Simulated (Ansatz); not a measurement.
Run report: Mg$_{23}$O$_{24}$, single-point calculation (part 2 of 2)

Mg$_{23}$O$_{24}$ (defect cell, 47 atoms in the cell); DFT PBE, scalar-relativistic, plane waves, PAW, spin-polarised (Ansatz 0.2.0); cutoff 420 eV, 2×2×2 k-mesh, Gaussian smearing of 0.05 eV, collinear spins. The structure derives from a Materials Project entry.

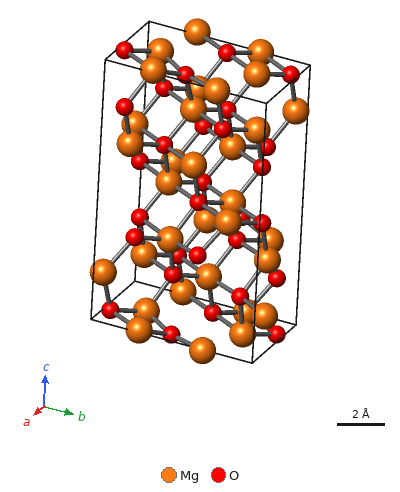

*The structure as given in the input (ball-and-stick view of the cell of the calculation, seen slightly off an axis). An atom can appear more than once, as a periodic image.*

### What the program printed, continued
```
  k-point 0 ↑: bands = ["-66.5380", "-66.5359", "-66.5287", "-66.5273", "-66.5062", "-66.5049", "-66.5040", "-66.5028", "-66.4269", "-66.4253", "-66.4021", "-66.3978", "-66.3804", "-66.3795", "-66.3779", "-66.3773", "-66.3462", "-66.3444", "-66.3431", "-66.3406", "-66.3202", "-66.3197", "-66.3168", "-33.3229", "-33.3175", "-33.3142", "-33.3091", "-33.3090", "-33.3069", "-33.3056", "-33.3008", "-33.2933", "-33.2920", "-33.2867", "-33.2838", "-33.2765", "-33.2745", "-33.2733", "-33.2722", "-33.2708",
      "-33.2693", "-33.2652", "-33.2635", "-33.2625", "-33.2577", "-33.2549", "-33.2544", "-33.1979", "-33.1944", "-33.1928", "-33.1912", "-33.1843", "-33.1817", "-33.1804", "-33.1765", "-33.1699", "-33.1676", "-33.1644", "-33.1604", "-33.1572", "-33.1559", "-33.1545", "-33.1529", "-33.1433", "-33.1420", "-33.1372", "-33.1347", "-33.1342", "-33.1332", "-33.1315", "-33.1294", "-33.1287", "-33.1283", "-33.1246", "-33.1155", "-33.1125", "-33.1119", "-33.1077", "-33.1065", "-33.0939",
      "-33.0925", "-33.0921", "-33.0849", "-33.0845", "-33.0828", "-33.0794", "-33.0790", "-33.0786", "-33.0737", "-33.0728", "-33.0676", "-33.0660", "-11.1864", "-10.8108", "-10.8102", "-10.4841", "-10.3643", "-10.3502", "-10.3385", "-10.3336", "-10.3090", "-10.3003", "-10.2774", "-10.2453", "-10.2390", "-10.2294", "-10.1920", "-10.1815", "-10.1746", "-10.1510", "-10.1384", "-10.1144", "-10.0125", "-9.8871", "-9.8405", "-9.7733", "1.8945", "1.8946", "1.9499", "1.9964",
      "2.1727", "2.1853", "2.2217", "2.3244", "2.3494", "2.3738", "2.3897", "2.4015", "2.4508", "2.4818", "2.4933", "2.7020", "2.7415", "2.8577", "3.0361", "3.0442", "3.4080", "3.4235", "3.4250", "3.4647", "3.5618", "3.5904", "3.5973", "3.7487", "3.9015", "3.9149", "3.9663", "4.0022", "4.0085", "4.0136", "4.0190", "4.1049", "4.1085", "4.1261", "4.1510", "4.1609", "4.1679", "4.1694", "4.1751", "4.2388",
      "4.2636", "4.2714", "4.3258", "4.4779", "4.5144", "4.5297", "4.8609", "4.8804", "4.9085", "4.9100", "4.9222", "4.9292", "4.9344", "4.9634", "4.9797", "4.9894", "4.9946", "4.9957", "5.0306", "5.0515", "5.0881", "5.1045", "5.1199", "5.1740", "5.1845", "5.1890", "5.2596", "5.7293", "9.4261", "11.7407", "11.8118", "12.8958", "12.9031", "12.9747", "12.9770", "13.0824", "13.1074", "13.1332", "13.1904", "13.2655",
      "13.2811", "13.3570", "13.3783", "13.3876"]
  k-point 1 ↑: bands = ["-66.5380", "-66.5359", "-66.5287", "-66.5273", "-66.5062", "-66.5049", "-66.5040", "-66.5028", "-66.4269", "-66.4253", "-66.4021", "-66.3978", "-66.3804", "-66.3795", "-66.3779", "-66.3773", "-66.3462", "-66.3444", "-66.3431", "-66.3406", "-66.3202", "-66.3197", "-66.3168", "-33.3229", "-33.3175", "-33.3142", "-33.3091", "-33.3090", "-33.3069", "-33.3055", "-33.3008", "-33.2933", "-33.2920", "-33.2867", "-33.2838", "-33.2764", "-33.2745", "-33.2733", "-33.2722", "-33.2709",
      "-33.2694", "-33.2652", "-33.2635", "-33.2626", "-33.2577", "-33.2548", "-33.2544", "-33.1980", "-33.1943", "-33.1927", "-33.1912", "-33.1845", "-33.1815", "-33.1803", "-33.1768", "-33.1704", "-33.1671", "-33.1642", "-33.1604", "-33.1571", "-33.1561", "-33.1546", "-33.1524", "-33.1437", "-33.1420", "-33.1373", "-33.1347", "-33.1342", "-33.1332", "-33.1316", "-33.1294", "-33.1285", "-33.1283", "-33.1246", "-33.1155", "-33.1125", "-33.1119", "-33.1077", "-33.1065", "-33.0938",
      "-33.0925", "-33.0921", "-33.0849", "-33.0845", "-33.0827", "-33.0794", "-33.0791", "-33.0786", "-33.0737", "-33.0728", "-33.0676", "-33.0660", "-11.1167", "-11.0405", "-10.5235", "-10.4769", "-10.4290", "-10.3905", "-10.3750", "-10.3653", "-10.3446", "-10.3333", "-10.2692", "-10.2497", "-10.2143", "-10.2003", "-10.1950", "-10.1768", "-10.1695", "-10.1543", "-10.0918", "-10.0677", "-9.9968", "-9.9738", "-9.8163", "-9.7731", "2.0364", "2.0370", "2.0560", "2.0721",
      "2.1181", "2.1279", "2.1934", "2.2214", "2.2466", "2.2624", "2.3146", "2.4254", "2.4426", "2.4622", "2.5312", "2.5476", "2.5569", "2.7067", "3.3339", "3.3576", "3.3590", "3.4067", "3.4476", "3.5062", "3.5113", "3.6536", "3.7407", "3.7753", "3.7782", "3.7907", "3.8226", "3.8773", "3.9524", "4.0814", "4.0856", "4.0937", "4.1062", "4.1237", "4.1276", "4.1833", "4.2238", "4.2959", "4.3319", "4.3536",
      "4.3698", "4.3705", "4.4005", "4.5121", "4.5677", "4.6001", "4.6036", "4.6459", "4.7982", "4.8107", "4.8585", "4.8884", "4.9445", "4.9611", "4.9800", "4.9838", "4.9902", "5.0072", "5.0298", "5.0522", "5.0721", "5.0870", "5.0998", "5.1292", "5.1556", "5.1888", "5.5715", "5.5725", "10.1162", "10.3615", "12.8016", "12.8515", "12.8637", "12.8809", "12.9240", "13.0259", "13.1629", "13.1915", "13.1984", "13.2185",
      "13.3062", "13.3228", "13.3410", "13.4142"]
  k-point 2 ↑: bands = ["-66.5379", "-66.5359", "-66.5287", "-66.5273", "-66.5062", "-66.5049", "-66.5040", "-66.5028", "-66.4269", "-66.4253", "-66.4021", "-66.3978", "-66.3804", "-66.3795", "-66.3779", "-66.3773", "-66.3461", "-66.3446", "-66.3431", "-66.3405", "-66.3202", "-66.3197", "-66.3168", "-33.3192", "-33.3182", "-33.3145", "-33.3133", "-33.3081", "-33.3076", "-33.3035", "-33.3028", "-33.2911", "-33.2902", "-33.2876", "-33.2863", "-33.2759", "-33.2746", "-33.2737", "-33.2727", "-33.2695",
      "-33.2683", "-33.2653", "-33.2651", "-33.2596", "-33.2586", "-33.2557", "-33.2551", "-33.1968", "-33.1954", "-33.1926", "-33.1911", "-33.1834", "-33.1819", "-33.1799", "-33.1765", "-33.1708", "-33.1686", "-33.1643", "-33.1607", "-33.1574", "-33.1555", "-33.1530", "-33.1521", "-33.1461", "-33.1405", "-33.1361", "-33.1355", "-33.1343", "-33.1339", "-33.1332", "-33.1309", "-33.1278", "-33.1272", "-33.1200", "-33.1197", "-33.1139", "-33.1110", "-33.1080", "-33.1054", "-33.0942",
      "-33.0928", "-33.0897", "-33.0857", "-33.0840", "-33.0835", "-33.0794", "-33.0789", "-33.0787", "-33.0734", "-33.0728", "-33.0675", "-33.0666", "-10.9181", "-10.8768", "-10.7562", "-10.6842", "-10.5217", "-10.4897", "-10.4813", "-10.4680", "-10.3818", "-10.3661", "-10.3265", "-10.3036", "-10.1187", "-10.0987", "-10.0643", "-10.0605", "-10.0448", "-10.0344", "-10.0170", "-9.9918", "-9.9885", "-9.9334", "-9.9287", "-9.8894", "2.0652", "2.0858", "2.0995", "2.1013",
      "2.1131", "2.1583", "2.3134", "2.3283", "2.3862", "2.4323", "2.4531", "2.4819", "2.5275", "2.5709", "2.7507", "2.7726", "2.7771", "2.8351", "2.8587", "2.9824", "3.0971", "3.1650", "3.2422", "3.2608", "3.3026", "3.4606", "3.5603", "3.5986", "3.6465", "3.6859", "3.7992", "3.8584", "3.9092", "3.9284", "4.0584", "4.0621", "4.0877", "4.1270", "4.1508", "4.1689", "4.1903", "4.2018", "4.2552", "4.3087",
      "4.4812", "4.4942", "4.5089", "4.5316", "4.5807", "4.5980", "4.6493", "4.6633", "4.8095", "4.8192", "4.8438", "4.8650", "4.8676", "4.9056", "4.9331", "4.9714", "5.1328", "5.1519", "5.1766", "5.1858", "5.2005", "5.2296", "5.2377", "5.2738", "5.2844", "5.3327", "5.3453", "5.3745", "10.9058", "11.0154", "11.7038", "11.8052", "12.6260", "12.6452", "12.7082", "12.7605", "13.1082", "13.1766", "13.3002", "13.3273",
      "14.3060", "14.3205", "14.4045", "14.4579"]
  k-point 7 ↓: bands = ["-66.5380", "-66.5360", "-66.5287", "-66.5274", "-66.5063", "-66.5049", "-66.5040", "-66.5029", "-66.4269", "-66.4253", "-66.4023", "-66.3980", "-66.3818", "-66.3809", "-66.3793", "-66.3787", "-66.3473", "-66.3455", "-66.3436", "-66.3408", "-66.3204", "-66.3198", "-66.3150", "-33.3242", "-33.3185", "-33.3133", "-33.3088", "-33.3079", "-33.3068", "-33.3053", "-33.3002", "-33.2935", "-33.2914", "-33.2871", "-33.2844", "-33.2762", "-33.2749", "-33.2736", "-33.2723", "-33.2703",
      "-33.2693", "-33.2652", "-33.2637", "-33.2635", "-33.2582", "-33.2555", "-33.2531", "-33.1980", "-33.1941", "-33.1926", "-33.1910", "-33.1845", "-33.1813", "-33.1807", "-33.1772", "-33.1707", "-33.1673", "-33.1645", "-33.1609", "-33.1587", "-33.1571", "-33.1565", "-33.1534", "-33.1444", "-33.1430", "-33.1381", "-33.1366", "-33.1348", "-33.1342", "-33.1326", "-33.1319", "-33.1307", "-33.1295", "-33.1245", "-33.1152", "-33.1132", "-33.1124", "-33.1081", "-33.1061", "-33.0942",
      "-33.0928", "-33.0922", "-33.0869", "-33.0849", "-33.0846", "-33.0805", "-33.0786", "-33.0741", "-33.0733", "-33.0729", "-33.0672", "-33.0652", "-10.8442", "-10.7990", "-10.7201", "-10.6316", "-10.4651", "-10.4400", "-10.3878", "-10.3746", "-10.2766", "-10.2351", "-10.2224", "-10.2089", "-10.1484", "-10.0732", "-10.0344", "-10.0179", "-9.9445", "-9.9434", "-9.9230", "-9.8988", "-9.8829", "-9.6504", "-9.6174", "-9.5683", "1.9305", "1.9494", "2.1843", "2.2023",
      "2.2501", "2.2767", "2.2822", "2.3447", "2.4432", "2.4826", "2.5094", "2.6993", "2.7427", "2.8204", "2.8439", "3.0125", "3.0534", "3.0571", "3.0622", "3.1160", "3.3306", "3.3575", "3.3645", "3.4123", "3.4173", "3.4275", "3.4306", "3.5028", "3.5057", "3.5064", "3.5767", "3.6630", "3.7248", "3.7502", "3.8620", "4.0479", "4.1822", "4.1831", "4.2302", "4.2319", "4.2610", "4.2669", "4.2783", "4.3635",
      "4.4343", "4.4983", "4.5297", "4.6037", "4.6248", "4.6618", "4.7421", "4.8757", "4.9868", "5.0174", "5.0215", "5.0472", "5.0782", "5.1062", "5.1131", "5.1197", "5.1469", "5.1830", "5.2095", "5.2374", "5.3398", "5.4463", "5.4602", "5.4675", "5.4940", "5.5832", "5.6185", "5.8655", "11.6436", "11.7484", "11.8277", "11.9674", "12.3494", "12.5238", "12.9237", "13.0610", "13.0640", "13.0780", "13.2207", "13.2455",
      "13.2983", "13.4716", "14.0801", "14.1364"]
--- Löwdin populations: 47 sites ---
  site symbol       q [e]    m [muB]
     0     Mg      8.4519    -0.0062
     1     Mg      8.4482    -0.0023
     2     Mg      8.4475    -0.0025
     3     Mg      8.4535    -0.0009
     4     Mg      8.4488    -0.0016
     5     Mg      8.4541    -0.0004
     6     Mg      8.4541    -0.0004
     7     Mg      8.4536    -0.0009
     8     Mg      8.4488    -0.0016
     9     Mg      8.4475    -0.0026
    10     Mg      8.4482    -0.0023
    11     Mg      8.4433    -0.0041
    12     Mg      8.4433    -0.0041
    13     Mg      8.4440    -0.0039
    14     Mg      8.4439    -0.0039
    15     Mg      8.4545    -0.0005
    16     Mg      8.4545    -0.0005
    17     Mg      8.4552    -0.0004
    18     Mg      8.4552    -0.0004
    19     Mg      8.4545    -0.0005
    20     Mg      8.4545    -0.0005
    21     Mg      8.4439    -0.0040
    22     Mg      8.4440    -0.0039
    23      O      7.2404     0.2650
    24      O      7.2437     0.2600
    25      O      7.3766     0.0305
    26      O      7.3762     0.0310
    27      O      7.3869     0.0130
    28      O      7.3869     0.0129
    29      O      7.3937     0.0032
    30      O      7.3937     0.0032
    31      O      7.3873     0.0128
    32      O      7.3866     0.0132
    33      O      7.3763     0.0310
    34      O      7.3764     0.0308
    35      O      7.2545     0.2492
    36      O      7.3536     0.0686
    37      O      7.3574     0.0629
    38      O      7.2461     0.2631
    39      O      7.3886     0.0133
    40      O      7.3932     0.0053
    41      O      7.3925     0.0082
    42      O      7.3924     0.0083
    43      O      7.3887     0.0134
    44      O      7.3932     0.0054
    45      O      7.2423     0.2686
    46      O      7.3579     0.0623
  spilling = 0.008471 (of n_electrons = 374.000000)
--- Band densities, each state counted as filled ---
  window                                       electrons  max residual (eV)  cut levels
  e_range: [-0.25, 0.25]             1.375000 + 5.750000             3.6e-6           0
  e_range: [-1.2, 0]               26.750000 + 26.875000             3.6e-6           0
  e_range: [0, 1.2]                  0.125000 + 1.625000             2.2e-6           0
```

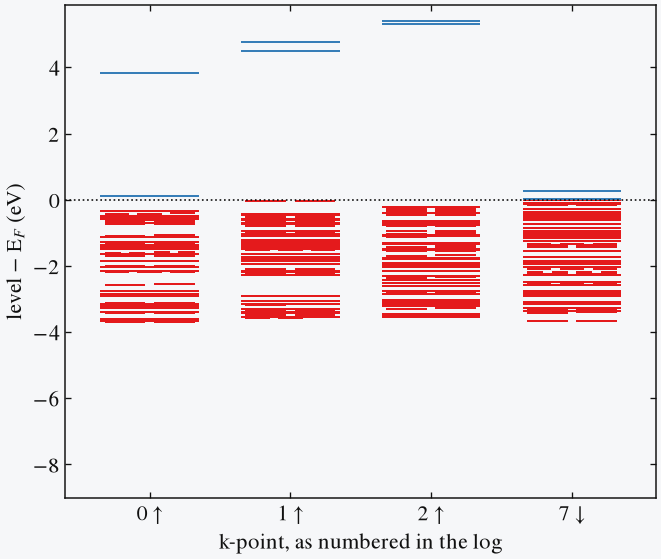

*Kohn–Sham levels near the Fermi level (dotted) at the few k-points that the log prints; levels within 0.02 eV of each other stand side by side.*

The system is metallic on the full mesh.

### Summary

| quantity | value |
| --- | --- |
| outcome | converged |
| electrons treated | 374 |
| free energy | −57925.2797 eV |
| Fermi energy | 5.603 eV |
| gap on the k-point mesh | none (metallic) |
| net moment of the cell | 1.66 μB |
| integrated absolute moment | 1.78 μB |
| largest force (length of the vector) | 0.027 eV/Å |
| hardware | 4 threads of Arm Neoverse V1, 24 GiB of memory available, shared host |
| wall time | 2.6 min (CPU time 10 min) |
| peak memory | 3.1 GiB |

Notes on the run: the state was not tested for a lower one.
